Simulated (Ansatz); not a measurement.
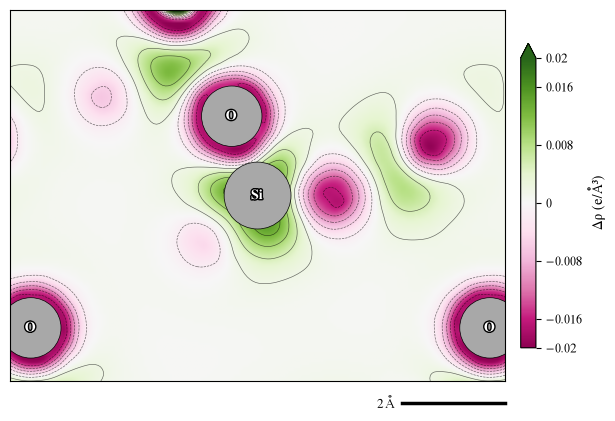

SiO2. Difference of the valence pseudo-densities of two functionals at the same geometry, on the (111) plane of the calculation cell: PBE less HSE06.

Space group I-42d.

Both computed with Ansatz (plane waves, PAW), on the same k-point mesh. Grey discs cover the atomic cores.

What does the difference map show?

Against HSE06, PBE gives less density around O (−0.015 e/Å³ on average at 0.7 Å from the nucleus) and a change of −0.013 e/Å³ at the midpoint of Si–O.
